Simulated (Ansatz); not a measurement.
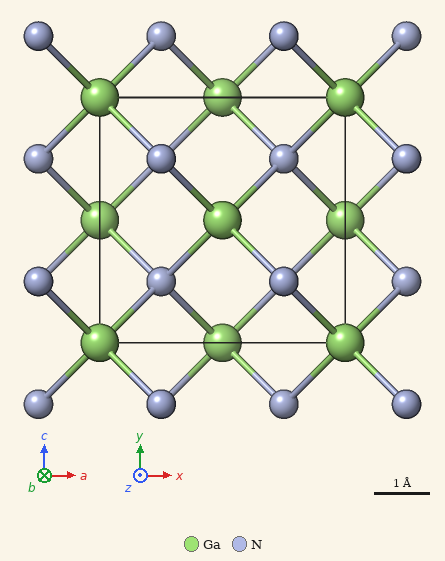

Energy scan for solid GaN (F-43m), in which the cell is strained equally along x and y and separately along z, with the atoms kept at their fractional coordinates. x, y and z are the Cartesian axes of the input. The picture shows the reference cell. Style: ball-and-stick. Shown: the conventional cell (4 times the calculation's cell), along the b axis. Lengths and directions refer to the drawn axes.

Level of theory: DFT PBE, scalar-relativistic, plane waves, PAW (Ansatz 0.2.0). (plane-wave cutoff 420 eV; k-point mesh 10 × 10 × 10; occupations gaussian; smearing width 0.05 eV; no spin polarisation). Energies (free energies at the smearing named) are counted from the cell as listed in its source, which wasn't relaxed.

Input
```yaml
crystal:
  lattice:
    - [0.0, 2.2535006075, 2.2535006075]
    - [2.2535006075, 0.0, 2.2535006075]
    - [2.2535006075, 2.2535006075, 0.0]
  atoms:
    - { symbol: Ga, position: [0.0, 0.0, 0.0] }
    - { symbol: "N", position: [0.75, 0.75, 0.75] }
basis:
  ecutwfc: 420
kpoints:
  mp_grid: { grid: [10, 10, 10] }
hamiltonian:
  xc: pbe
scf:
  occupations: { method: gaussian, width: 0.05 }
output:
  forces: true
  stress: true
  eigenvalues: true
  write_density: true
  write_potential: true
  elf: true
  volumetric_format: npy
```

Launched with:
```bash
ansatz run input.yaml --threads 1 --pin off --max-ram 2560MiB --backend cpu --events-out ev --progress --plain --runs-dir out
```

> Predict the energy profile on a grid with rows −0.050, −0.025, 0.000, 0.025, 0.050 and columns −0.050, −0.025, 0.000, 0.025, 0.050 (strain along x and y; strain along z).

Rows: strain along x and y; columns: strain along z; values in meV/atom.

|  | −0.050 | −0.025 | 0.000 | 0.025 | 0.050 |
| --- | --- | --- | --- | --- | --- |
| −0.050 | 235.5 | 169.4 | 120.4 | 87.7 | 70.6 |
| −0.025 | 114.0 | 68.6 | 37.9 | 21.4 | 18.3 |
| 0.000 | 43.1 | 15.2 | 0.0 | −3.0 | 5.8 |
| 0.025 | 15.3 | 2.1 | −0.1 | 8.3 | 26.8 |
| 0.050 | 24.0 | 23.1 | 31.7 | 49.5 | 76.0 |

In pairs of (strain along x and y; strain along z): the lowest computed point lies at (0.000, 0.025) (−3.0 meV/atom), the highest at (−0.050, −0.050) (235.5 meV/atom). The valley is tilted: raising the in-plane strain is made harder by raising the strain along z (cross term 0.63 of the geometric mean of the two curvatures). Over the ranges scanned the energy rises more along the first axis, the in-plane strain. The pressure runs from −15.7 GPa at (0.050, 0.050) to 46.4 GPa at (−0.050, −0.050).
